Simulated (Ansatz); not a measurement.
# Single-point calculation, with input and output: MnSb (part 1 of 2)

System: MnSb (P6₃/mmc, 8 atoms in the cell).
Method: DFT, PBE, PAW, plane waves, scalar-relativistic (Ansatz 0.2.0).

The structure derives from an entry of the Crystallography Open Database. It belongs to a series of runs on one base structure; here: opposed moments ++-- along z. Figures and captions count atoms from 1; the log counts them from 0 in places.

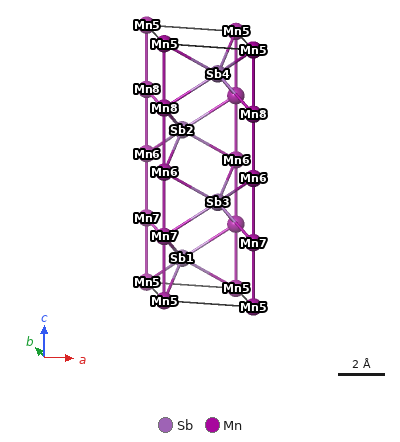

Fig. 1: The structure (ball-and-stick view of the cell of the calculation, seen slightly off an axis; atoms are numbered from 1 in the order of the input).

**Results in brief**

| quantity | value |
| --- | --- |
| outcome | converged |
| space group (tolerance 0.01 Å) | P6₃/mmc (194) |
| electrons treated | 120 |
| free energy | −41532.9425 eV |
| Fermi energy | 12.034 eV |
| net moment of the cell | 0.00 μB |
| integrated absolute moment | 14.55 μB |
| pressure | −3.73 GPa |
| largest force (length of the vector) | under 0.001 eV/Å |
| hardware | 4 threads of Intel Xeon @ 2.50GHz (Skylake/Cascade Lake), 16 GiB of memory available, shared host |
| wall time | 22 s (CPU time 82 s) |
| peak memory | 1.5 GiB |

**Input**
```yaml
crystal:
  lattice:
    - [4.15700104, 0.0, 0.0]
    - [-2.07850052, 3.6000685, 0.0]
    - [0.0, 0.0, 11.53]
  atoms:
    - { symbol: Sb, position: [0.3333333, 0.6666667, 0.125] }
    - { symbol: Sb, position: [0.3333333, 0.6666667, 0.625] }
    - { symbol: Sb, position: [0.6666667, 0.3333333, 0.375] }
    - { symbol: Sb, position: [0.6666667, 0.3333333, 0.875] }
    - { symbol: Mn, position: [0.0, 0.0, 0.0], spin: 4.5, spin_axis: [0.0, 0.0, 4.5] }
    - { symbol: Mn, position: [0.0, 0.0, 0.5], spin: 4.5, spin_axis: [0.0, 0.0, 4.5] }
    - { symbol: Mn, position: [0.0, 0.0, 0.25], spin: 4.5, spin_axis: [0.0, 0.0, -4.5] }
    - { symbol: Mn, position: [0.0, 0.0, 0.75], spin: 4.5, spin_axis: [0.0, 0.0, -4.5] }
hamiltonian:
  xc: pbe
  pseudopotentials: { kind: paw }
  noncollinear_xc: locally_collinear
basis:
  ecutwfc: 420
kpoints:
  mp_grid: { grid: [4, 4, 2] }
scf:
  occupations: { method: fermi_dirac, width: 0.1 }
  lower_state_search: "off"
  max_iter: 150
output:
  forces: true
  stress: true
  write_density: true
  write_potential: true
  elf: true
  volumetric_format: npy
magnetization:
  noncollinear: true
```

Launch command:
```bash
ansatz run input.yaml --threads 4 --pin off --max-ram 9216MiB --backend cpu --events-out ev --progress --plain --runs-dir out
```

**Output**
```
Engine: ansatz 0.2.0, x86_64-unknown-linux-gnu
Pseudopotentials: kind: paw
Pseudopotential: Sb, paw, valence charge 15, recommended cutoff 420 eV (normal), Sb.paw.azcp
Pseudopotential: Mn, paw, valence charge 15, recommended cutoff 420 eV (normal), Mn.paw.azcp
Functional definition: PBE
  parameter kappa = 0.804
  parameter beta = 0.06672455060314922
  exchange = pbe_x(kappa = kappa, mu = beta*pi^2/3)
  correlation = pbe_c(beta = beta)
Crystal: 8 atoms, lattice volume = 172.552 Å³
Basis set: ecut = 420 eV, 3345 PW (Γ), exchange–correlation on 60×60×160 points (8 copies of the dense FFT grid, shifted against one another)
Bands: 144, of which v1, the nominal top of the filled ones, is band 120 counted from 1 (119 counted from 0)
Symmetry: 48 space group operations + 48 with time reversal
Moments: of one size on atoms that these operations exchange, one fixing the others by the rotation that the starting moments gave each, and all in one plane where the starting moments lie in one or along one axis (crystal.symmetry.detect: false holds none)
k-points: 8 of 32
Non-local potential: Sb, projectors of the file, l = 0: 2, l = 1: 2, l = 2: 2, l = 3: 2
Non-local potential: Mn, projectors of the file, l = 0: 3, l = 1: 2, l = 2: 3, l = 3: 1
PAW form: soft (Blöchl's): semilocal exchange-correlation on the pseudo side does not see the compensation charge
PAW one-centre angular grid: Sb, 590 points (default); XC on 64 Gauss nodes
PAW one-centre angular grid: Mn, 590 points (default); XC on 64 Gauss nodes
Initial density: superposition of atomic densities (chi_scale 0.1, normalization cell)
Starting moments: Σ|m| = 18 μB on 4 of 8 sites
Starting magnetic order: altermagnet, g-wave, bulk spin-momentum locking; spin-degenerate planes through Γ normal to [0 0 1], [1 -1 0], [1 2 0], [2 1 0] of the run's lattice
Initial wavefunctions: pseudopotential atomic-orbital guess
Functional: x = pbe(κ = 0.804, μ = 0.2195149727645171), c = pbe(β = 0.06672455060314922)
SCF iter   1: F=—  HF=-41532.445092 eV  |F-HF|=—  |Δ(HF+E_count)|=         —  Δρ=9.42e-2  dr2=1.02e1  dr2_m=3.51e0  ethr=3.10e-3  |M|=6.17e-17 ∫|m|=1.46e1 μB  |m|>n=0.0e0 m-floor=2.5e-2 τ_xc=0.0e0  β_m=0.30  ⟨swp⟩=6.2  Hψ=4091  notcnv=0
preconditioner: auto → Kerker (q_TF=auto, 2.568 Å⁻¹)  [metal: Δε(μ)=0.072 eV  Ē_g=5.264 eV  σ=0.100 eV  W_gap=0.17  n_scr=50 (ndim 8)  ℏωp=19.6 eV  f_vac=0.000  D(μ)=8.25/eV (n_scr^D=64)]
spin=Noncollinear: Kerker preconditioning applied to the charge; magnetization (m_x, m_y, m_z) channels mix plain (no charge-response kernel on spin).
SCF iter   2: F=—  HF=-41532.201357 eV  |F-HF|=—  |Δ(HF+E_count)|=   2.44e-1  Δρ=6.82e-2  dr2=8.38e-1  dr2_m=1.84e0  ethr=3.10e-3  |M|=6.39e-18 ∫|m|=1.50e1 μB  |m|>n=0.0e0 m-floor=2.5e-2 τ_xc=0.0e0  β_m=0.30  ⟨swp⟩=3.0  Hψ=1889  notcnv=0  defer=6
SCF iter   3: F=—  HF=-41532.538166 eV  |F-HF|=—  |Δ(HF+E_count)|=   3.37e-1  Δρ=5.16e-2  dr2=5.44e-1  dr2_m=1.05e0  ethr=6.99e-4  |M|=6.39e-17 ∫|m|=1.49e1 μB  |m|>n=0.0e0 m-floor=2.5e-2 τ_xc=0.0e0  β_m=0.30  ⟨swp⟩=2.2  Hψ=1336  notcnv=0  defer=2
SCF iter   4: F=—  HF=-41532.675568 eV  |F-HF|=—  |Δ(HF+E_count)|=   1.37e-1  Δρ=3.33e-2  dr2=7.77e-2  dr2_m=4.38e-1  ethr=4.53e-4  |M|=8.73e-17 ∫|m|=1.50e1 μB  |m|>n=0.0e0 m-floor=2.5e-2 τ_xc=0.0e0  β_m=1.00  ⟨swp⟩=2.9  Hψ=2211  notcnv=0  defer=2
SCF iter   5: F=—  HF=-41532.928217 eV  |F-HF|=—  |Δ(HF+E_count)|=   2.53e-1  Δρ=4.37e-3  dr2=2.63e-2  dr2_m=7.55e-3  ethr=6.48e-5  |M|=2.77e-17 ∫|m|=1.50e1 μB  |m|>n=0.0e0 m-floor=2.5e-2 τ_xc=0.0e0  β_m=0.30  ⟨swp⟩=2.2  Hψ=2484  notcnv=0
SCF iter   6: F=—  HF=-41532.921360 eV  |F-HF|=—  |Δ(HF+E_count)|=   6.86e-3  Δρ=5.41e-3  dr2=1.31e-2  dr2_m=1.16e-2  ethr=2.19e-5  |M|=2.13e-17 ∫|m|=1.49e1 μB  |m|>n=0.0e0 m-floor=2.5e-2 τ_xc=0.0e0  β_m=0.30  ⟨swp⟩=2.0  Hψ=2144  notcnv=0
Mixer restart at iter 6: flushing history
spin-set hold released at iteration 6 (site moments contracting): the magnetisation degrees of freedom join the quasi-Newton model from the next iteration; the mixer history was flushed
SCF iter   7: F=—  HF=-41532.922725 eV  |F-HF|=—  |Δ(HF+E_count)|=   1.36e-3  Δρ=6.17e-3  dr2=1.83e-3  dr2_m=1.51e-2  ethr=1.10e-5  |M|=1.68e-16 ∫|m|=1.49e1 μB  |m|>n=0.0e0 m-floor=2.5e-2 τ_xc=0.0e0  β_m=0.65  ⟨swp⟩=2.0  Hψ=2072  notcnv=0
SCF iter   8: F=—  HF=-41532.951998 eV  |F-HF|=—  |Δ(HF+E_count)|=   2.93e-2  Δρ=7.11e-3  dr2=8.66e-2  dr2_m=7.12e-3  ethr=1.53e-6  |M|=1.62e-16 ∫|m|=1.46e1 μB  |m|>n=0.0e0 m-floor=2.5e-2 τ_xc=0.0e0  β_m=0.58  ⟨swp⟩=3.0  Hψ=2428  notcnv=0
SCF iter   9: F=—  HF=-41532.942864 eV  |F-HF|=—  |Δ(HF+E_count)|=   9.13e-3  Δρ=3.35e-3  dr2=1.34e-3  dr2_m=4.44e-3  ethr=1.53e-6  |M|=4.26e-17 ∫|m|=1.46e1 μB  |m|>n=0.0e0 m-floor=2.5e-2 τ_xc=0.0e0  β_m=0.79  ⟨swp⟩=3.0  Hψ=2498  notcnv=0
SCF iter  10: F=—  HF=-41532.942676 eV  |F-HF|=—  |Δ(HF+E_count)|=   1.89e-4  Δρ=3.39e-4  dr2=1.28e-4  dr2_m=4.54e-5  ethr=1.12e-6  |M|=6.39e-18 ∫|m|=1.45e1 μB  |m|>n=0.0e0 m-floor=2.5e-2 τ_xc=0.0e0  β_m=0.89  ⟨swp⟩=2.0  Hψ=2156  notcnv=0
SCF iter  11: F=—  HF=-41532.942674 eV  |F-HF|=—  |Δ(HF+E_count)|=   1.51e-6  Δρ=7.96e-5  dr2=2.40e-5  dr2_m=9.44e-7  ethr=1.07e-7  |M|=3.62e-17 ∫|m|=1.45e1 μB  |m|>n=0.0e0 m-floor=2.5e-2 τ_xc=0.0e0  β_m=0.94  ⟨swp⟩=3.0  Hψ=2370  notcnv=0
SCF iter  12: F=—  HF=-41532.942492 eV  |F-HF|=—  |Δ(HF+E_count)|=   1.82e-4  Δρ=5.99e-5  dr2=8.18e-6  dr2_m=2.41e-7  ethr=2.00e-8  |M|=1.49e-17 ∫|m|=1.45e1 μB  |m|>n=0.0e0 m-floor=2.5e-2 τ_xc=0.0e0  β_m=0.96  ⟨swp⟩=2.1  Hψ=1596  notcnv=0
SCF iter  13: F=—  HF=-41532.942491 eV  |F-HF|=—  |Δ(HF+E_count)|=   2.54e-7  Δρ=1.11e-5  dr2=3.22e-7  dr2_m=2.73e-8  ethr=6.82e-9  |M|=1.55e-16 ∫|m|=1.45e1 μB  |m|>n=0.0e0 m-floor=2.5e-2 τ_xc=0.0e0  β_m=0.98  ⟨swp⟩=2.0  Hψ=1510  notcnv=0
SCF iter  14: F=—  HF=-41532.942492 eV  |F-HF|=—  |Δ(HF+E_count)|=   2.19e-7  Δρ=1.19e-5  dr2=2.57e-7  dr2_m=2.83e-9  ethr=8.33e-11  |M|=8.51e-17 ∫|m|=1.45e1 μB  |m|>n=0.0e0 m-floor=2.5e-2 τ_xc=0.0e0  β_m=0.99  ⟨swp⟩=9.0  Hψ=7083  notcnv=0
SCF iter  15: F=-41532.942491 eV  HF=-41532.942491 eV  |F-HF|=1.25e-8  |Δ(HF+E_count)|=   1.40e-8  Δρ=3.02e-6  dr2=1.60e-8  dr2_m=1.34e-10  ethr=8.33e-11  |M|=8.09e-17 ∫|m|=1.45e1 μB  |m|>n=0.0e0 m-floor=2.5e-2 τ_xc=0.0e0  ⟨swp⟩=6.4  Hψ=7059  notcnv=0
SCF 1 converged in 15 iterations: F = -41532.942491 eV  dr2 = 1.60e-8
  greatest PAW one-centre occupation: 1.000 electrons in one spin orbital (limit 2), on the Mn atom at site 7 (counted from 0), in its partial waves of l = 1
```

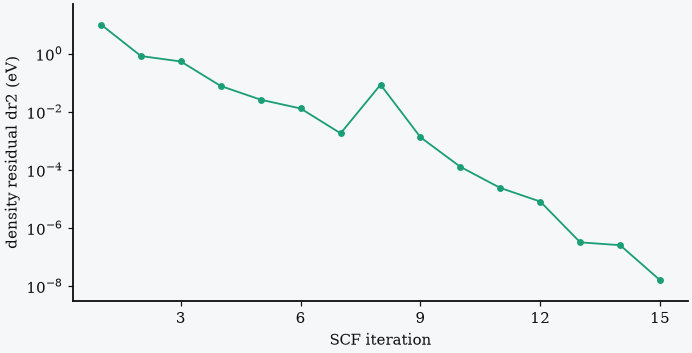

Fig. 2: Convergence of the self-consistent field: density residual dr2 against the SCF iteration. The residual comes down, with one marked jump up, by a factor of about 50, at step 8.

```
SCF converged after 15 iterations
Stability not checked: this state was not tested for a lower state beside it, because this non-collinear magnet's GGA is evaluated by the locally collinear projection, under which the energy is not smooth in the magnetisation (locally_collinear_gga; see scf.lower_state_search)
Magnetization: |M| = 0.0000 μB,  M = (+0.0000, +0.0000, +0.0000) μB
Absolute magnetization: 14.5468 μB (∫|m|, with the PAW one-centre terms)
Moment direction: held on its axis by an average over the rotations of spin about it
  site 0: m = (+0.0000, +0.0000, +0.0000) μB, |m| = 0.0000 μB  (R = 1.15 Å)
  site 1: m = (+0.0000, +0.0000, -0.0000) μB, |m| = 0.0000 μB  (R = 1.15 Å)
  site 2: m = (+0.0000, +0.0000, -0.0000) μB, |m| = 0.0000 μB  (R = 1.15 Å)
  site 3: m = (+0.0000, +0.0000, +0.0000) μB, |m| = 0.0000 μB  (R = 1.15 Å)
  site 4: m = (+0.0000, +0.0000, +3.3577) μB, |m| = 3.3577 μB  (R = 1.15 Å)
  site 5: m = (+0.0000, +0.0000, +3.3577) μB, |m| = 3.3577 μB  (R = 1.15 Å)
  site 6: m = (+0.0000, +0.0000, -3.3577) μB, |m| = 3.3577 μB  (R = 1.15 Å)
  site 7: m = (+0.0000, +0.0000, -3.3577) μB, |m| = 3.3577 μB  (R = 1.15 Å)
Free energy (F): -41532.942491 eV
Harris-Foulkes:  -41532.942491 eV  (|F-HF|=1.25e-8)
Internal energy: -41532.692817 eV  (E = F + TS)
E sigma→0 (E₀):  -41532.817654 eV
Entropy (-TS):   -0.249674 eV (-31.209 meV/atom)
Fermi energy:    12.033795 eV
--- Per-component energies (eV) ---
  E_band       = -1676.052789
  E_kinetic    = 2039.015626
  E_local      = -14829.510886  (includes V_loc(G=0)·N_el)
  E_nonlocal   = 2444.297517
  E_hartree    = 6419.684679
  E_xc         = -1001.836033
  E_vxc        = -958.447443  (∫ρ·V_xc dr)
  E_paw        = -23524.909642  (= ΣΔE_a)
  E_vpaw       = -3210.763120  (= ΣTr[D̂ρ^β])
  E_aug_tail   = -0.000044  (compensation charges beyond the density's cutoff)
  E_ewald      = -13079.434035
  E_smearing   = -0.249674  (= −TS)
  E_closure    = -0.000000  (closes the sum)
  Σ components = -41532.942491   (vs F -41532.942491, Δ=0.00e0)
--- Forces (eV/Å), atoms counted from 1 ---
  atom   1  Sb     0.00000000     0.00000000     0.00000000
  atom   2  Sb    -0.00000000     0.00000000     0.00000000
  atom   3  Sb     0.00000000    -0.00000000     0.00000000
  atom   4  Sb     0.00000000    -0.00000000     0.00000000
  atom   5  Mn     0.00000000     0.00000000     0.00000000
  atom   6  Mn     0.00000000     0.00000000     0.00000000
  atom   7  Mn     0.00000000     0.00000000     0.00000000
  atom   8  Mn     0.00000000     0.00000000     0.00000000
  max |Σ_I F_I| component: 8.67e-19 eV/Å
--- Stress (GPa, compression-positive) ---
       -3.828814       0.000000       0.000000
        0.000000      -3.828814       0.000000
        0.000000       0.000000      -3.523024
  P = ⅓ Tr σ = -3.7269 GPa (-37.269 kbar)
--- Band table (eV; the first three rows and the last of 8) ---
```
